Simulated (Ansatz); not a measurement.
## Run report: Ta, geometry relaxation

- system: Ta (Fm-3m, 1 atom in the cell)
- method: DFT PBE, scalar-relativistic, plane waves, PAW, no spin polarisation (Ansatz 0.2.0)

The structure derives from an entry of the Crystallography Open Database.

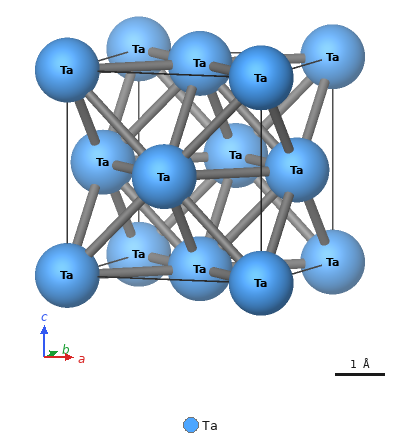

*The starting structure (ball-and-stick view of the cell 4 times as large as that of the calculation, set on its symmetry axes, seen slightly off an axis).*

Near neighbours in the crystal (not all of them lie inside the picture): Ta has 12 Ta at 2.98 Å.

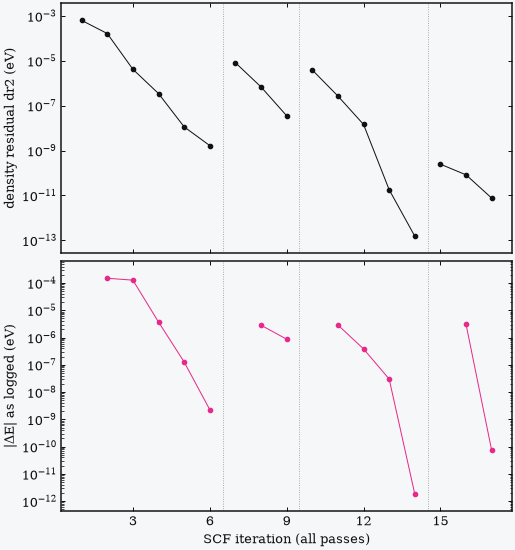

*Convergence of the self-consistent field: density residual dr2 and size of the energy change against the SCF iteration. The dotted lines part the SCF passes of the relaxation: geometry steps, rejected trials and re-solves on a re-selected basis.*

The passes take 6, 3, 5 and 3 iterations.

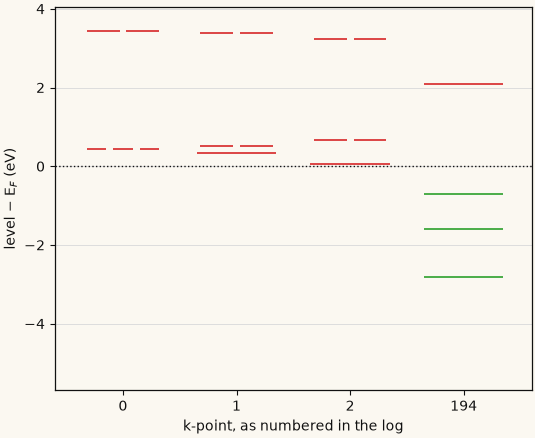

*Kohn–Sham levels near the Fermi level (dotted) at the few k-points that the log prints; levels within 0.02 eV of each other stand side by side.*

The system is metallic on the full mesh.

The input that produced these results follows, with the program's output.

### Input
```yaml
crystal:
  lattice:
    - [0.0, 2.11, 2.11]
    - [2.11, 0.0, 2.11]
    - [2.11, 2.11, 0.0]
  atoms:
    - { symbol: Ta, position: [0.0, 0.0, 0.0] }
basis:
  ecutwfc: 420
kpoints:
  mp_grid: { grid: [18, 18, 18] }
hamiltonian:
  xc: pbe
scf:
  occupations: { method: gaussian, width: 0.1 }
output:
  forces: true
  stress: true
  eigenvalues: true
  write_density: true
  write_potential: true
  elf: true
  volumetric_format: npy
relax:
  adjacent_minimum: "off"
  f_tol: 0.005
  max_steps: 80
  cell: { stress_tol: 0.05 }
```

Launched with:
```bash
ansatz run input.yaml --threads 4 --pin off --max-ram 2560MiB --backend cpu --events-out ev --progress --plain --runs-dir out
```

### Output
```
Engine: ansatz 0.2.0, x86_64-unknown-linux-gnu
Pseudopotentials: kind: paw
Pseudopotential: Ta, paw, valence charge 13, recommended cutoff 420 eV (normal), Ta.paw.azcp
Functional definition: PBE
  parameter kappa = 0.804
  parameter beta = 0.06672455060314922
  exchange = pbe_x(kappa = kappa, mu = beta*pi^2/3)
  correlation = pbe_c(beta = beta)
Crystal: 1 atoms, lattice volume = 18.788 Å³
Basis set: ecut = 420 eV, 339 PW (Γ), exchange–correlation on 40×40×40 points (8 copies of the dense FFT grid, shifted against one another)
Bands: 11, of which v1, the nominal top of the filled ones, is band 7 counted from 1 (6 counted from 0)
Symmetry: 48 space group operations
Space group: Fm-3m (ITA 225), of the structure as read, at distance tolerance 2.7e-5 Å
k-points: 195 of 5832
Non-local potential: Ta, projectors of the file, l = 0: 3, l = 1: 2, l = 2: 2, l = 3: 1
PAW form: soft (Blöchl's): semilocal exchange-correlation on the pseudo side does not see the compensation charge
PAW one-centre angular grid: Ta, 590 points (default); XC on 64 Gauss nodes
Initial density: superposition of atomic densities (neutral atoms: chi_scale 0, normalization atom), corrected by the library's trained network
Initial wavefunctions: pseudopotential atomic-orbital guess
Functional: x = pbe(κ = 0.804, μ = 0.2195149727645171), c = pbe(β = 0.06672455060314922)
SCF iter   1: F=—  HF=-9932.012571 eV  |F-HF|=—  |Δ(HF+E_count)|=         —  Δρ=2.86e-3  dr2=6.38e-4  ethr=1.77e-3  ⟨swp⟩=5.2  Hψ=12035  notcnv=0
preconditioner: auto → none  [metal: Δε(μ)=0.020 eV  Ē_g=7.832 eV  σ=0.100 eV  W_gap=0.11  n_scr=0 (ndim 8)  ℏωp=19.2 eV  f_vac=0.000  D(μ)=1.33/eV (n_scr^D=14)]
SCF iter   2: F=—  HF=-9932.012721 eV  |F-HF|=—  |Δ(HF+E_count)|=   1.49e-4  Δρ=1.55e-3  dr2=1.65e-4  ethr=4.90e-6  ⟨swp⟩=2.5  Hψ=4759  notcnv=0
SCF iter   3: F=—  HF=-9932.012848 eV  |F-HF|=—  |Δ(HF+E_count)|=   1.27e-4  Δρ=2.22e-4  dr2=4.21e-6  ethr=1.27e-6  ⟨swp⟩=2.0  Hψ=2554  notcnv=0
SCF iter   4: F=—  HF=-9932.012844 eV  |F-HF|=—  |Δ(HF+E_count)|=   3.71e-6  Δρ=7.97e-5  dr2=3.48e-7  ethr=3.24e-8  ⟨swp⟩=2.0  Hψ=3294  notcnv=0
iter 5 did not close the SCF: its close was put off for the readings that it lacked (scf_convergence_deferred on its scf_iter line)
SCF iter   5: F=-9932.012844 eV  HF=-9932.012844 eV  |F-HF|=9.31e-10  |Δ(HF+E_count)|=   1.27e-7  Δρ=9.36e-6  dr2=1.14e-8  ethr=2.68e-9  ⟨swp⟩=2.0  Hψ=3186  notcnv=0
SCF iter   6: F=-9932.012844 eV  HF=-9932.012844 eV  |F-HF|=7.86e-10  |Δ(HF+E_count)|=   2.27e-9  Δρ=5.20e-6  dr2=1.67e-9  ethr=8.80e-11  ⟨swp⟩=6.3  Hψ=11427  notcnv=0
SCF 1 converged in 6 iterations: F = -9932.012844 eV  dr2 = 1.67e-9
  greatest PAW one-centre occupation: 0.999 electrons in one spin orbital (limit 2), on the Ta atom at site 0 (counted from 0), in its partial waves of l = 0
relax step   1: F+E_penalty+E_count = -9932.01284383 eV  Δ(F+E_penalty+E_count) = +0.000e0 eV  max|allowed force component| = 0.000e0 eV/Å  Δτ_max = 0.0000 Å  P = +0.407 GPa  Ω = 18.788 Å³  (6 SCF iters, dr2 threshold 1.00e-7 eV, accepted)
Crystal: 1 atoms, lattice volume = 18.937 Å³
Initial density: handed on by an earlier stage of this run
Initial wavefunctions: those handed on with the density
iter 1 solved again at ethr=1.23e-7 eV; its pass at ethr=3.10e-3 eV (dr2=1.60e-5 eV) is discarded
SCF iter   1: F=—  HF=-9932.012469 eV  |F-HF|=—  |Δ(HF+E_count)|=         —  Δρ=2.55e-4  dr2=8.28e-6  ethr=1.23e-7  ⟨swp⟩=2.5  Hψ=14695  notcnv=0
preconditioner: auto → none  [metal: Δε(μ)=0.027 eV  Ē_g=7.767 eV  σ=0.100 eV  W_gap=0.15  n_scr=0 (ndim 8)  ℏωp=19.1 eV  f_vac=0.000  D(μ)=1.32/eV (n_scr^D=14)]
SCF iter   2: F=—  HF=-9932.012466 eV  |F-HF|=—  |Δ(HF+E_count)|=   2.83e-6  Δρ=1.01e-4  dr2=6.86e-7  ethr=6.37e-8  ⟨swp⟩=2.5  Hψ=2926  notcnv=0
SCF iter   3: F=-9932.012467 eV  HF=-9932.012467 eV  |F-HF|=6.87e-8  |Δ(HF+E_count)|=   8.69e-7  Δρ=2.52e-5  dr2=3.57e-8  ethr=7.69e-10  ⟨swp⟩=9.2  Hψ=13677  notcnv=0
SCF 2 converged in 3 iterations: F = -9932.012467 eV  dr2 = 3.57e-8
relax step   2: F+E_penalty+E_count = -9932.01246680 eV  Δ(F+E_penalty+E_count) = +3.770e-4 eV  max|allowed force component| = 0.000e0 eV/Å  Δτ_max = 0.0000 Å  P = -1.090 GPa  Ω = 18.937 Å³  energy of the carried Pulay correction = -5.573e-5 eV  (3 SCF iters, dr2 threshold 1.00e-7 eV, rejected (line search))
Crystal: 1 atoms, lattice volume = 18.828 Å³
iter 1 solved again at ethr=6.08e-8 eV; its pass at ethr=3.10e-3 eV (dr2=7.91e-6 eV) is discarded
SCF iter   1: F=—  HF=-9932.012883 eV  |F-HF|=—  |Δ(HF+E_count)|=         —  Δρ=1.66e-4  dr2=3.91e-6  ethr=6.08e-8  ⟨swp⟩=2.5  Hψ=14684  notcnv=0
preconditioner: auto → none  [metal: Δε(μ)=0.021 eV  Ē_g=7.811 eV  σ=0.100 eV  W_gap=0.12  n_scr=0 (ndim 8)  ℏωp=19.1 eV  f_vac=0.000  D(μ)=1.33/eV (n_scr^D=14)]
SCF iter   2: F=—  HF=-9932.012880 eV  |F-HF|=—  |Δ(HF+E_count)|=   2.88e-6  Δρ=6.08e-5  dr2=2.70e-7  ethr=3.01e-8  ⟨swp⟩=2.7  Hψ=3071  notcnv=0
SCF iter   3: F=—  HF=-9932.012880 eV  |F-HF|=—  |Δ(HF+E_count)|=   3.83e-7  Δρ=1.61e-5  dr2=1.46e-8  ethr=2.08e-9  ⟨swp⟩=2.2  Hψ=2556  notcnv=0
SCF iter   4: F=—  HF=-9932.012880 eV  |F-HF|=—  |Δ(HF+E_count)|=   3.01e-8  Δρ=3.53e-7  dr2=1.79e-11  ethr=1.12e-10  ⟨swp⟩=2.4  Hψ=3165  notcnv=0
SCF iter   5: F=-9932.012880 eV  HF=-9932.012880 eV  |F-HF|=1.82e-12  |Δ(HF+E_count)|=  1.82e-12  Δρ=5.31e-8  dr2=1.52e-13  ethr=1.00e-12  ⟨swp⟩=5.3  Hψ=7311  notcnv=0
SCF 3 converged in 5 iterations: F = -9932.012880 eV  dr2 = 1.52e-13
relax step   3: F+E_penalty+E_count = -9932.01287957 eV  Δ(F+E_penalty+E_count) = -3.575e-5 eV  max|allowed force component| = 0.000e0 eV/Å  Δτ_max = 0.0000 Å  P = -0.003 GPa  Ω = 18.828 Å³  energy of the carried Pulay correction = -1.513e-5 eV  (5 SCF iters, accepted)
Initial wavefunctions: pseudopotential atomic-orbital guess (no wavefunctions were taken with the density)
iter 1 solved again at ethr=6.98e-8 eV; its pass at ethr=3.10e-3 eV (dr2=9.07e-6 eV) is discarded
SCF iter   1: F=—  HF=-9932.012895 eV  |F-HF|=—  |Δ(HF+E_count)|=         —  Δρ=3.19e-6  dr2=2.47e-10  ethr=6.98e-8  ⟨swp⟩=3.2  Hψ=17708  notcnv=0
eigensolver tolerance schedule: the retry pair's looser diagonalisation over-reported the residual by 36801.82 of it (diagonalisation noise at 4.83 of the residual, at the tolerance the schedule requests for it); recorded, not acted on — ethr = c·dr2/N_el stays at c = 1.0e-1
preconditioner: auto → none  [metal: Δε(μ)=0.021 eV  Ē_g=7.812 eV  σ=0.100 eV  W_gap=0.12  n_scr=0 (ndim 8)  ℏωp=19.1 eV  f_vac=0.000  D(μ)=1.33/eV (n_scr^D=14)]
SCF iter   2: F=—  HF=-9932.012892 eV  |F-HF|=—  |Δ(HF+E_count)|=   3.02e-6  Δρ=1.70e-6  dr2=8.26e-11  ethr=1.90e-12  ⟨swp⟩=2.9  Hψ=4116  notcnv=0
SCF iter   3: F=-9932.012892 eV  HF=-9932.012892 eV  |F-HF|=1.64e-11  |Δ(HF+E_count)|=  7.28e-11  Δρ=6.28e-7  dr2=7.60e-12  ethr=1.00e-12  ⟨swp⟩=4.7  Hψ=10469  notcnv=0
SCF 4 converged in 3 iterations: F = -9932.012892 eV  dr2 = 7.60e-12
relax step   4: F+E_penalty+E_count = -9932.01289167 eV  Δ(F+E_penalty+E_count) = -1.210e-5 eV  max|allowed force component| = 0.000e0 eV/Å  Δτ_max = 0.0000 Å  P = -0.002 GPa  Ω = 18.828 Å³  stress off target by 1.86e-3 GPa  SCF on the basis re-selected at this cell (its energy is not comparable with the rows above)  (3 SCF iters)
basis re-selected at this cell: Δ(F+E_penalty+E_count) = -1.210e-5 eV, ΔP = +0.001 GPa vs the last step (what re-selecting the basis moved, of the pressure what is left beyond the Pulay correction that the steps carried, after the strain that the cell walked since its last selection, with what the two solves' SCF thresholds leave and, on support functions, any second-order correction that the steps lacked; it is no measure of the basis error at this ecutwfc). This SCF's stress stands 1.86e-3 GPa from its target on what of the cell is left free (relax.cell.stress_tol is 5.00e-2 GPa) and its largest allowed force component is 0.00e0 eV/Å (relax.f_tol is 5.00e-3 eV/Å): within both
SCF converged after 3 iterations
Free energy (F): -9932.012892 eV
Harris-Foulkes:  -9932.012892 eV  (|F-HF|=1.64e-11)
Internal energy: -9932.006237 eV  (E = F + TS)
E sigma→0 (E₀):  -9932.009564 eV
Entropy (-TS):   -0.006654 eV (-6.654 meV/atom)
Fermi energy:    18.090164 eV
--- Per-component energies (eV) ---
  E_band       = -115.679916
  E_kinetic    = 364.747488
  E_local      = -572.462472  (includes V_loc(G=0)·N_el)
  E_nonlocal   = 14.147922
  E_hartree    = 196.940136
  E_xc         = -218.039220
  E_vxc        = -203.470541  (∫ρ·V_xc dr)
  E_paw        = -8396.313178  (= ΣΔE_a)
  E_vpaw       = -112.522754  (= ΣTr[D̂ρ^β])
  E_aug_tail   = 0.000169  (compensation charges beyond the density's cutoff)
  E_ewald      = -1321.027083
  E_smearing   = -0.006654  (= −TS)
  E_closure    = 0.000000  (closes the sum)
  Σ components = -9932.012892   (vs F -9932.012892, Δ=0.00e0)
--- Forces (eV/Å), atoms counted from 1 ---
  atom   1  Ta     0.00000000    -0.00000000    -0.00000000
  max |Σ_I F_I| component: 1.31e-31 eV/Å
--- Stress (GPa, compression-positive) ---
       -0.001856       0.000000      -0.000000
        0.000000      -0.001856      -0.000000
       -0.000000       0.000000      -0.001856
  P = ⅓ Tr σ = -0.0019 GPa (-0.019 kbar)
--- Band table (eV; the first three rows and the last of 195) ---
  k-point 0: bands = ["-49.4915", "-15.4994", "-15.4994", "-15.4994", "9.9846", "18.5348", "18.5348", "18.5348", "21.5263", "21.5263", "30.2235"]
  k-point 1: bands = ["-49.4889", "-15.5319", "-15.5035", "-15.5035", "10.1079", "18.4261", "18.5944", "18.5944", "21.4671", "21.4671", "30.4813"]
  k-point 2: bands = ["-49.4814", "-15.6248", "-15.5154", "-15.5154", "10.4659", "18.1431", "18.7497", "18.7497", "21.3324", "21.3324", "31.1677"]
  k-point 194: bands = ["-49.3753", "-16.2108", "-16.1098", "-15.8776", "15.2637", "16.4952", "17.3961", "20.1879", "24.5489", "27.8279", "27.9664"]
--- Relaxed structure (3 steps of the walk, 2 accepted, 1 SCFs on fresh bases) ---
  F+E_penalty+E_count = -9932.01289167 eV   max|allowed force component| = 0.000e0 eV/Å   (the final SCF, on the basis selected at the relaxed cell)
  cell:  # Å, volume = 18.8282 Å³
    - [7.165366921259425e-36, 2.1115096335261723, 2.1115096335261723]
    - [2.1115096335261723, 7.961518801399364e-37, 2.1115096335261723]
    - [2.1115096335261723, 2.1115096335261723, -6.369215041119488e-36]
  atoms:
    - { symbol: Ta, position: [0.0, 0.0, 0.0] }
```

### Trajectory as extended XYZ (Å, eV, eV/Å), 4 frames, from step=1 to step=4
```
1
Lattice="0.0000 2.1100 2.1100 2.1100 0.0000 2.1100 2.1100 2.1100 0.0000" Properties=species:S:1:pos:R:3:forces:R:3 step=1 energy=-9932.01284 pressure_GPa=0.41
Ta    0.0000    0.0000    0.0000    0.0000   0.0000   0.0000
1
Lattice="0.0000 2.1156 2.1156 2.1156 0.0000 2.1156 2.1156 2.1156 0.0000" Properties=species:S:1:pos:R:3:forces:R:3 step=2 energy=-9932.01247 pressure_GPa=-1.09 accepted=F
Ta    0.0000    0.0000    0.0000    0.0000   0.0000   0.0000
1
Lattice="0.0000 2.1115 2.1115 2.1115 0.0000 2.1115 2.1115 2.1115 0.0000" Properties=species:S:1:pos:R:3:forces:R:3 step=3 energy=-9932.01288 pressure_GPa=-0.00
Ta    0.0000    0.0000    0.0000    0.0000   0.0000   0.0000
1
Lattice="0.0000 2.1115 2.1115 2.1115 0.0000 2.1115 2.1115 2.1115 0.0000" Properties=species:S:1:pos:R:3:forces:R:3 step=4 energy=-9932.01289 pressure_GPa=-0.00
Ta    0.0000    0.0000    0.0000    0.0000   0.0000   0.0000
```

### Results in brief

| quantity | value |
| --- | --- |
| outcome | converged |
| space group (tolerance 0.01 Å) | Fm-3m (225) |
| electrons treated | 13 |
| free energy | −9932.0129 eV |
| Fermi energy | 18.090 eV |
| gap on the k-point mesh | none (metallic) |
| pressure | 0.00 GPa |
| final volume | 18.83 Å³ |
| largest force (length of the vector) at the end | under 0.001 eV/Å |
| final cell | a = 2.986 Å, b = 2.986 Å, c = 2.986 Å, α = 60.00°, β = 60.00°, γ = 60.00° |
| hardware | 4 threads of Intel Xeon @ 2.30GHz, 28 GiB of memory available, shared host |
| wall time | 2.7 s (CPU time 8.6 s) |
| peak memory | 0.41 GiB |

### Notes

Spin–orbit coupling is left out, which matters for Ta.
